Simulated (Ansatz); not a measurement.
Consider La (slab).

The calculation's input:

```
crystal:
  lattice:
    - [3.7825490782, 0.0, 0.0]
    - [-1.8912745391, 3.2757835928, 0.0]
    - [0.0, 0.0, 39.0772971902]
  atoms:
    - { symbol: La, position: [0.3333333333, 0.6666666667, 0.1951884913] }
    - { symbol: La, position: [0.0, 0.0, 0.2681122642] }
    - { symbol: La, position: [0.6666666667, 0.3333333333, 0.3467257482] }
    - { symbol: La, position: [0.0, 0.0, 0.4225790757] }
    - { symbol: La, position: [0.3333333333, 0.6666666667, 0.5000000449] }
    - { symbol: La, position: [0.0, 0.0, 0.5774208939] }
    - { symbol: La, position: [0.6666666667, 0.3333333333, 0.6532743189] }
    - { symbol: La, position: [0.0, 0.0, 0.7318876743] }
    - { symbol: La, position: [0.3333333333, 0.6666666667, 0.8048114885] }
basis:
  ecutwfc: 500
kpoints:
  mp_grid: { grid: [9, 9, 1] }
  band_path:
    path:
      - [0.5, 0, 0]
      - [0, 0, 0]
      - [0.3333333333333, 0.3333333333333, 0]
      - [0.5, 0, 0]
    npoints: 12
hamiltonian:
  xc: r2scan
scf:
  occupations: { method: gaussian, width: 0.1 }
  n_extra_bands: 69
output:
  forces: true
  eigenvalues: true
  hubbard: { sites: [{ species: La, l: f }] }
  populations: true
  fatbands: true
  write_density: true
  write_potential: true
  elf: true
  volumetric_format: npy
efield:
  axis: 3
  dipole_correction: true
  ramp_width: 0.04
```

Command:

```sh
ansatz run input.yaml --threads 4 --pin off --max-ram 10240MiB --backend cpu --events-out ev --progress --plain --runs-dir out
```

Built by placing these elements on a known structure type; computed without spin polarisation.

All numbers below come from Ansatz, DFT r2SCAN, scalar-relativistic, plane waves, PAW.

Question: Predict the valence pseudo-density and electron localisation function between the atoms.

Answer: La–La (3.78 Å): ρ at the midpoint is about 0.1 e/Å³; the ELF is about 0.15 at the midpoint: no localised pair shows between them.

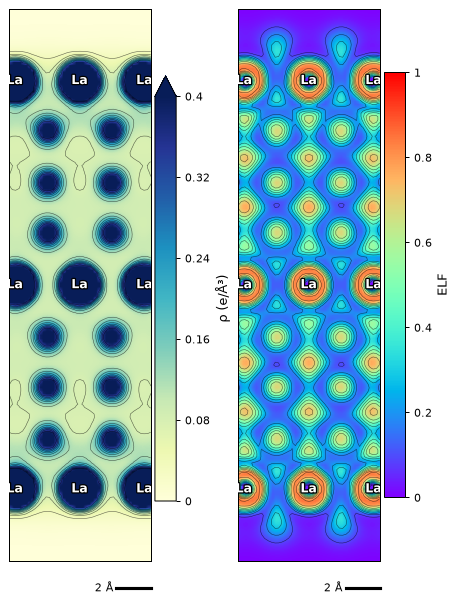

Computed valence pseudo-density and electron localisation function on the (100) plane of the calculation cell, a cut from vacuum to vacuum, in this order. 

The density is the valence pseudo-density of a PAW calculation; it isn't the true density close to the nuclei.
